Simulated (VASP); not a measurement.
**Ni: geometry relaxation (part 3 of 4)**

The same run, continued: Ni (Cmmm, 1 atom in the cell); Kohn-Sham DFT of a periodic cell, PBE, VASP PAW PBE potentials, recommended, spin-polarised (VASP 6.6.1); cutoff 600 eV, 10×10×6 k-mesh, Gaussian smearing of 0.1 eV, collinear spins. The structure was made by swapping elements on the sites of another compound; it need not be a known phase. It belongs to a series of runs on one base structure; here: Ba type (Cmmm, No. 65).

Geometry of the input (Å; fractional positions):
```
1.0419  -1.9452  0.0000
1.0419  1.9452  0.0000
0.0000  0.0000  3.0377
Ni 0.0000  0.0000  0.0000
```

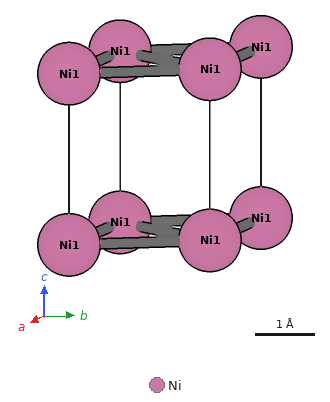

The geometry at step 4 of the log (ball-and-stick view of the cell of the calculation, seen slightly off an axis; atoms are numbered from 1 in the order of the input).

**Parts of OUTCAR, continued**
```
  FORCE on cell =-STRESS in cart. coord.  units (eV):
  Direction    XX          YY          ZZ          XY          YZ          ZX
  --------------------------------------------------------------------------------------
  -------------------------------------------------------------------------------------
  Total       -0.4132605     -0.7540521     -2.2051261      0.0000000      0.0000000      0.0000000
  in kB      -44.0852638    -80.4397832   -235.2355651      0.0000000      0.0000000      0.0000000
  external PRESSURE =    -119.9202040 kB  Pullay stress =       0.0000000 kB

 VOLUME and BASIS-vectors are now :
 -----------------------------------------------------------------------------
  energy-cutoff  :      600.00
  volume of cell :       15.02
      direct lattice vectors                 reciprocal lattice vectors
     1.200053734 -2.132309129  0.000000000     0.416648010 -0.234487576  0.000000000
     1.200053734  2.132309129  0.000000000     0.416648010  0.234487576  0.000000000
     0.000000000  0.000000000  2.934676122     0.000000000  0.000000000  0.340753105

 POSITION                                       TOTAL-FORCE (eV/Angst)
 -----------------------------------------------------------------------------------
      0.00000      0.00000      0.00000         0.000000      0.000000      0.000000
 -----------------------------------------------------------------------------------
    total drift:                                0.000000      0.000000      0.000000

  FREE ENERGIE OF THE ION-ELECTRON SYSTEM (eV)
  ---------------------------------------------------
  free  energy   TOTEN  =        -4.6923112002 eV

  energy  without entropy=       -4.6759773429  energy(sigma->0) =       -4.68414427

 E-fermi :  12.4965     XC(G=0): -14.1291     alpha+bet :-19.4762

 val. band max:       12.4905466554   @ k =  -0.4000   0.2000   0.0000
 cond. band min:      12.5008565069   @ k =   0.1000   0.1000   0.0000
 fundamental gap:      0.0103098515
 Fermi energy:        12.4964886331

 spin component 1

 k-point     1 :       0.0000    0.0000    0.0000
  band No.  band energies     occupation
      1       2.0483      1.00000
      2       5.6597      1.00000
      3       9.0827      1.00000
      4       9.9464      1.00000
      5      13.1027      0.00000
      6      13.1149      0.00000
      7      32.4065      0.00000
      8      38.3752      0.00000
      9      40.0662      0.00000

 k-point     2 :       0.1000   -0.0000    0.0000
  band No.  band energies     occupation
      1       2.3918      1.00000
      2       5.6994      1.00000
      3       9.0179      1.00000
      4      10.0211      1.00000
      5      13.0626      0.00000
      6      13.1037      0.00000
      7      30.4021      0.00000
      8      33.5987      0.00000
      9      39.0675      0.00000

 k-point     3 :       0.2000   -0.0000    0.0000
  band No.  band energies     occupation
      1       3.3551      1.00000
      2       5.8221      1.00000
      3       8.7625      1.00000
      4      10.3715      1.00000
      5      12.9490      0.00000
      6      13.0842      0.00000
      7      26.1014      0.00000
      8      31.6334      0.00000
      9      42.4320      0.00000

 k-point     4 :       0.3000    0.0000    0.0000
  band No.  band energies     occupation
      1       4.6226      1.00000
      2       6.0823      1.00000
      3       8.5533      1.00000
      4      10.9410      1.00000
      5      12.8105      0.00000
      6      13.0608      0.00000
      7      21.8625      0.00000
      8      29.6219      0.00000
      9      35.4208      0.00000

 k-point     5 :       0.4000    0.0000    0.0000
  band No.  band energies     occupation
      1       5.3859      1.00000
      2       6.5302      1.00000
      3       9.0093      1.00000
      4      11.4708      1.00000
      5      12.7004      0.00196
      6      13.0419      0.00000
      7      18.3364      0.00000
      8      28.1577      0.00000
      9      35.4928      0.00000

 [... the levels of 18 k-points are left out ...]

 k-point    24 :       0.4000    0.3000    0.0000
  band No.  band energies     occupation
      1       5.7043      1.00000
      2       7.7860      1.00000
      3       8.3541      1.00000
      4      12.7222      0.00071
      5      12.8605      0.00000
      6      15.1480      0.00000
      7      17.3111      0.00000
      8      19.2313      0.00000
      9      50.1307      0.00000

 [... further k-points ...]

 spin component 2

 k-point     1 :       0.0000    0.0000    0.0000
  band No.  band energies     occupation
      1       2.0430      1.00000
      2       5.5454      1.00000
      3       8.9124      1.00000
      4       9.7526      1.00000
      5      12.5929      0.08631
      6      12.6244      0.03525
      7      32.4341      0.00000
      8      38.3429      0.00000
      9      40.0264      0.00000

 k-point     2 :       0.1000   -0.0000    0.0000
  band No.  band energies     occupation
      1       2.3865      1.00000
      2       5.5851      1.00000
      3       8.8503      1.00000
      4       9.8271      1.00000
      5      12.5575      0.19396
      6      12.6097      0.05466
      7      30.3699      0.00000
      8      33.4999      0.00000
      9      39.0444      0.00000

 k-point     3 :       0.2000   -0.0000    0.0000
  band No.  band energies     occupation
      1       3.3480      1.00000
      2       5.7089      1.00000
      3       8.6050      1.00000
      4      10.1743      1.00000
      5      12.4498      0.74548
      6      12.5880      0.09787
      7      26.0462      0.00000
      8      31.5835      0.00000
      9      41.4739      0.00000

 k-point     4 :       0.3000    0.0000    0.0000
  band No.  band energies     occupation
      1       4.5954      1.00000
      2       5.9789      1.00000
      3       8.4230      1.00000
      4      10.7365      1.00000
      5      12.3157      0.99472
      6      12.5645      0.16822
      7      21.7866      0.00000
      8      29.5807      0.00000
      9      49.9256      0.00000

 k-point     5 :       0.4000    0.0000    0.0000
  band No.  band energies     occupation
      1       5.3075      1.00000
      2       6.4297      1.00000
      3       8.9552      1.00000
      4      11.2579      1.00000
      5      12.2087      0.99998
      6      12.5459      0.24246
      7      18.2324      0.00000
      8      28.1237      0.00000
      9      35.3481      0.00000

 [... the levels of 18 k-points are left out ...]

 k-point    24 :       0.4000    0.3000    0.0000
  band No.  band energies     occupation
      1       5.6016      1.00000
      2       7.6701      1.00000
      3       8.2578      1.00000
      4      12.2389      0.99986
      5      12.3598      0.97336
      6      15.0331      0.00000
      7      17.2187      0.00000
      8      19.1548      0.00000
      9      48.6925      0.00000

 [... further k-points ...]

[... ionic steps 4 to 14 ...]

--------------------------------------- Ionic step       15  -------------------------------------------

 number of electron       9.9999999 magnetization       0.2765426

------------------------ aborting loop because EDIFF is reached ----------------------------------------

  FORCE on cell =-STRESS in cart. coord.  units (eV):
  Direction    XX          YY          ZZ          XY          YZ          ZX
  --------------------------------------------------------------------------------------
  -------------------------------------------------------------------------------------
  Total       -0.0594298      0.1224825      0.0151754      0.0000000      0.0000000      0.0000000
  in kB       -8.1062564     16.7066861      2.0699335      0.0000000      0.0000000      0.0000000
  external PRESSURE =       3.5567877 kB  Pullay stress =       0.0000000 kB

 VOLUME and BASIS-vectors are now :
 -----------------------------------------------------------------------------
  energy-cutoff  :      600.00
  volume of cell :       11.75
      direct lattice vectors                 reciprocal lattice vectors
     1.210266986 -2.070325801  0.000000000     0.413131983 -0.241507882  0.000000000
     1.210266986  2.070325801  0.000000000     0.413131983  0.241507882  0.000000000
     0.000000000  0.000000000  2.343928384     0.000000000  0.000000000  0.426634195

 POSITION                                       TOTAL-FORCE (eV/Angst)
 -----------------------------------------------------------------------------------
      0.00000      0.00000      0.00000         0.000000     -0.000000      0.000000
 -----------------------------------------------------------------------------------
    total drift:                                0.000000      0.000000      0.000000

  FREE ENERGIE OF THE ION-ELECTRON SYSTEM (eV)
  ---------------------------------------------------
  free  energy   TOTEN  =        -5.0564778669 eV

  energy  without entropy=       -5.0468235485  energy(sigma->0) =       -5.05165071

--------------------------------------- Ionic step       16  -------------------------------------------

 number of electron       9.9999999 magnetization       0.2762612

------------------------ aborting loop because EDIFF is reached ----------------------------------------

  FORCE on cell =-STRESS in cart. coord.  units (eV):
  Direction    XX          YY          ZZ          XY          YZ          ZX
  --------------------------------------------------------------------------------------
  -------------------------------------------------------------------------------------
  Total       -0.0536020      0.1298485      0.0180404     -0.0000000      0.0000000      0.0000000
  in kB       -7.3158121     17.7222472      2.4622303     -0.0000000      0.0000000      0.0000000
  external PRESSURE =       4.2895551 kB  Pullay stress =       0.0000000 kB

 VOLUME and BASIS-vectors are now :
 -----------------------------------------------------------------------------
  energy-cutoff  :      600.00
  volume of cell :       11.74
      direct lattice vectors                 reciprocal lattice vectors
     1.209723665 -2.070093181  0.000000000     0.413317532 -0.241535021  0.000000000
     1.209723665  2.070093181  0.000000000     0.413317532  0.241535021  0.000000000
     0.000000000  0.000000000  2.343812077     0.000000000  0.000000000  0.426655366

 POSITION                                       TOTAL-FORCE (eV/Angst)
 -----------------------------------------------------------------------------------
      0.00000      0.00000      0.00000         0.000000      0.000000      0.000000
 -----------------------------------------------------------------------------------
    total drift:                                0.000000      0.000000      0.000000

  FREE ENERGIE OF THE ION-ELECTRON SYSTEM (eV)
  ---------------------------------------------------
  free  energy   TOTEN  =        -5.0564897071 eV

  energy  without entropy=       -5.0468387052  energy(sigma->0) =       -5.05166421

--------------------------------------- Ionic step       17  -------------------------------------------

 number of electron       9.9999998 magnetization       0.2782124

 Free energy of the ion-electron system (eV)
  ---------------------------------------------------
  ext. energy  EPLUGINS =         0.00000000
  ---------------------------------------------------
  free energy    TOTEN  =        -5.05706233 eV

  energy without entropy =       -5.04728196  energy(sigma->0) =       -5.05217215

 E-fermi :   8.1841     XC(G=0): -12.7330     alpha+bet :-15.2159

 val. band max:        8.1786090607   @ k =   0.5000   0.4000   0.5000
 cond. band min:       8.1900950345   @ k =   0.3000   0.1000   0.0000
 fundamental gap:      0.0114859737
 Fermi energy:         8.1841179955

 spin component 1

 k-point     1 :       0.0000    0.0000    0.0000
  band No.  band energies     occupation
      1      -0.1210      1.00000
      2       4.8107      1.00000
      3       6.2464      1.00000
      4       6.2708      1.00000
      5       8.0884      0.91218
      6       8.0886      0.91168
      7      31.9384      0.00000
      8      31.9798      0.00000
      9      34.9707      0.00000

 k-point     2 :       0.1000   -0.0000    0.0000
  band No.  band energies     occupation
      1       0.2495      1.00000
      2       4.8969      1.00000
      3       6.1197      1.00000
      4       6.4291      1.00000
      5       7.9655      0.99901
      6       8.0665      0.95185
      7      29.4252      0.00000
      8      31.8627      0.00000
      9      32.5446      0.00000

 k-point     3 :       0.2000   -0.0000    0.0000
  band No.  band energies     occupation
      1       1.3049      1.00000
      2       5.0910      1.00000
      3       5.8625      1.00000
      4       6.8780      1.00000
      5       7.6592      1.00000
      6       8.0092      0.99332
      7      24.4872      0.00000
      8      29.7532      0.00000
      9      31.6239      0.00000

 k-point     4 :       0.3000    0.0000    0.0000
  band No.  band energies     occupation
      1       2.7762      1.00000
      2       5.1246      1.00000
      3       6.0181      1.00000
      4       7.3078      1.00000
      5       7.4784      1.00000
      6       7.9388      0.99974
      7      19.7495      0.00000
      8      27.4979      0.00000
      9      31.3038      0.00000

 k-point     5 :       0.4000    0.0000    0.0000
  band No.  band energies     occupation
      1       3.7718      1.00000
      2       5.2329      1.00000
      3       7.0420      1.00000
      4       7.0452      1.00000
      5       7.8823      0.99999
      6       8.0099      0.99312
      7      15.7417      0.00000
      8      25.9939      0.00000
      9      31.0603      0.00000

 [... the levels of 18 k-points are left out ...]

 k-point    24 :       0.4000    0.3000    0.0000
  band No.  band energies     occupation
      1       5.2356      1.00000
      2       5.3874      1.00000
      3       5.6664      1.00000
      4       7.2059      1.00000
      5       7.4383      1.00000
      6      12.0413      0.00000
      7      15.1696      0.00000
      8      16.0871      0.00000
      9      36.0961      0.00000

 [... further k-points ...]

 spin component 2

 k-point     1 :       0.0000    0.0000    0.0000
  band No.  band energies     occupation
      1      -0.1396      1.00000
      2       4.9805      1.00000
      3       6.5421      1.00000
      4       6.5663      1.00000
      5       8.4781      0.00002
      6       8.4803      0.00001
      7      31.8975      0.00000
      8      31.9407      0.00000
      9      35.0310      0.00000

 k-point     2 :       0.1000   -0.0000    0.0000
  band No.  band energies     occupation
      1       0.2312      1.00000
      2       5.0681      1.00000
      3       6.4091      1.00000
      4       6.7276      1.00000
      5       8.3516      0.00891
      6       8.4572      0.00006
      7      29.4185      0.00000
      8      31.8658      0.00000
      9      32.5854      0.00000

 k-point     3 :       0.2000   -0.0000    0.0000
  band No.  band energies     occupation
      1       1.2899      1.00000
      2       5.2705      1.00000
      3       6.1278      1.00000
      4       7.1849      1.00000
      5       8.0360      0.98188
      6       8.3985      0.00122
      7      24.5198      0.00000
      8      29.7863      0.00000
      9      31.6342      0.00000

 k-point     4 :       0.3000    0.0000    0.0000
  band No.  band energies     occupation
      1       2.7896      1.00000
      2       5.3291      1.00000
      3       6.2098      1.00000
      4       7.6749      1.00000
      5       7.7979      1.00000
      6       8.3264      0.02208
      7      19.8075      0.00000
      8      27.5224      0.00000
      9      31.3243      0.00000

 k-point     5 :       0.4000    0.0000    0.0000
  band No.  band energies     occupation
      1       3.8994      1.00000
      2       5.4107      1.00000
      3       7.1117      1.00000
      4       7.4025      1.00000
      5       8.2686      0.11613
      6       8.3421      0.01272
      7      15.8393      0.00000
      8      26.0093      0.00000
      9      31.0872      0.00000

 [... the levels of 18 k-points are left out ...]

 k-point    24 :       0.4000    0.3000    0.0000
  band No.  band energies     occupation
      1       5.4460      1.00000
      2       5.5456      1.00000
      3       5.8561      1.00000
      4       7.5725      1.00000
      5       7.8107      1.00000
      6      12.1711      0.00000
      7      15.2540      0.00000
      8      16.1515      0.00000
      9      36.0410      0.00000

 [... further k-points ...]

------------------------ aborting loop because EDIFF is reached ----------------------------------------

  FORCE on cell =-STRESS in cart. coord.  units (eV):
  Direction    XX          YY          ZZ          XY          YZ          ZX
  --------------------------------------------------------------------------------------
  -------------------------------------------------------------------------------------
  Total       -0.0325992      0.0036385     -0.0251722     -0.0000000      0.0000000      0.0000000
  in kB       -4.4369611      0.4952243     -3.4261011     -0.0000000      0.0000000      0.0000000
  external PRESSURE =      -2.4559460 kB  Pullay stress =       0.0000000 kB

 VOLUME and BASIS-vectors are now :
 -----------------------------------------------------------------------------
  energy-cutoff  :      600.00
  volume of cell :       11.77
      direct lattice vectors                 reciprocal lattice vectors
     1.205056901 -2.082363672  0.000000000     0.414918167 -0.240111757  0.000000000
     1.205056901  2.082363672  0.000000000     0.414918167  0.240111757  0.000000000
     0.000000000  0.000000000  2.345512151     0.000000000  0.000000000  0.426346118

 POSITION                                       TOTAL-FORCE (eV/Angst)
 -----------------------------------------------------------------------------------
      0.00000      0.00000      0.00000        -0.000000      0.000000      0.000000
 -----------------------------------------------------------------------------------
    total drift:                                0.000000     -0.000000      0.000000

  FREE ENERGIE OF THE ION-ELECTRON SYSTEM (eV)
  ---------------------------------------------------
  free  energy   TOTEN  =        -5.0570623334 eV

  energy  without entropy=       -5.0472819566  energy(sigma->0) =       -5.05217215

 reached required accuracy - stopping structural energy minimisation

 total charge

# of ion       s       p       d       tot
------------------------------------------
    1        0.502   0.434   8.350   9.286

 magnetization (x)

# of ion       s       p       d       tot
------------------------------------------
    1       -0.004  -0.010   0.300   0.286
```

**CONTCAR**
```
Ni
   1.00000000000000
     1.2050569006850511   -2.0823636716631460    0.0000000000000000
     1.2050569006850511    2.0823636716631460    0.0000000000000000
     0.0000000000000000    0.0000000000000000    2.3455121507044319
  Ni
     1
Direct
     0.0000000000000000    0.0000000000000000    0.0000000000000000

  0.00000000E+00  0.00000000E+00  0.00000000E+00
```

**Trajectory as extended XYZ (Å, eV, eV/Å), 17 frames, from step=0 to step=16**
```
1
Lattice="1.0419 -1.9452 0.0000 1.0419 1.9452 0.0000 0.0000 0.0000 3.0377" Properties=species:S:1:pos:R:3:forces:R:3 step=0 energy=-4.14118
Ni    0.0000    0.0000    0.0000    0.0000   0.0000   0.0000
1
Lattice="1.3724 -2.3361 0.0000 1.3724 2.3361 0.0000 0.0000 0.0000 2.8224" Properties=species:S:1:pos:R:3:forces:R:3 step=1 energy=-4.36701
Ni    0.0000    0.0000    0.0000    0.0000   0.0000   0.0000
1
Lattice="1.2001 -2.1323 0.0000 1.2001 2.1323 0.0000 0.0000 0.0000 2.9347" Properties=species:S:1:pos:R:3:forces:R:3 step=2 energy=-4.69231
Ni    0.0000    0.0000    0.0000    0.0000   0.0000   0.0000
1
Lattice="1.1937 -2.1248 0.0000 1.1937 2.1248 0.0000 0.0000 0.0000 2.9388" Properties=species:S:1:pos:R:3:forces:R:3 step=3 energy=-4.69343
Ni    0.0000    0.0000    0.0000    0.0000   0.0000   0.0000
1
Lattice="1.1876 -2.1175 0.0000 1.1876 2.1175 0.0000 0.0000 0.0000 2.9428" Properties=species:S:1:pos:R:3:forces:R:3 step=4 energy=-4.69333
Ni    0.0000    0.0000    0.0000    0.0000   0.0000   0.0000
1
Lattice="1.2078 -2.0983 0.0000 1.2078 2.0983 0.0000 0.0000 0.0000 2.6512" Properties=species:S:1:pos:R:3:forces:R:3 step=5 energy=-4.91292
Ni    2.4157    0.0000    0.0000    0.0000   0.0000   0.0000
1
Lattice="1.2686 -2.0406 0.0000 1.2686 2.0406 0.0000 0.0000 0.0000 1.7762" Properties=species:S:1:pos:R:3:forces:R:3 step=6 energy=-3.07770
Ni    0.0000    0.0000    0.0000    0.0000   0.0000   0.0000
1
Lattice="1.2135 -2.0930 0.0000 1.2135 2.0930 0.0000 0.0000 0.0000 2.5700" Properties=species:S:1:pos:R:3:forces:R:3 step=7 energy=-4.96412
Ni    0.0000    0.0000    0.0000    0.0000   0.0000   0.0000
```
